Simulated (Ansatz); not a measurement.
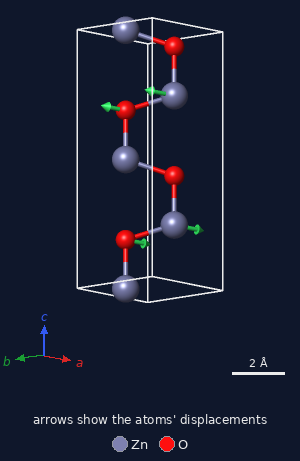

The lowest mode of crystalline ZnO, space group P6₃mc (No. 186), at the zone centre of a doubled cell. The green arrows are the displacements of the atoms (eigenvector over the root of the mass), of arbitrary overall length and sign. The picture is a ball-and-stick view of the cell of the calculation, seen from a free direction.

Level of theory: DFT PBE, scalar-relativistic, plane waves, PAW in Ansatz. Set-up: plane-wave cutoff 420 eV; k-point mesh 12 × 12 × 4; occupations gaussian; smearing width 0.05 eV; no spin polarisation.

Frequencies are those without the non-analytic (LO–TO) term.

**Is the structure stable against all modes at this point?**

Yes: this softest mode has a real frequency, and so have all others here. That speaks for this wave vector alone: the rest of the zone wasn't checked in this run. This is a 4-fold mode (one member of the set is drawn) at 2.06 THz, the lowest level (the three translations aside). All motion is along a of the drawn cell; atoms of one kind move against one another, with no net shift of any sublattice; it mainly bends the O–Zn bonds; the kinetic energy is shared as Zn 84 %, O 16 %. It changes sign from one half of the doubled cell to the other: it belongs to the zone boundary, q = (0, 0, 1/2) in the reciprocal vectors of the undoubled cell.
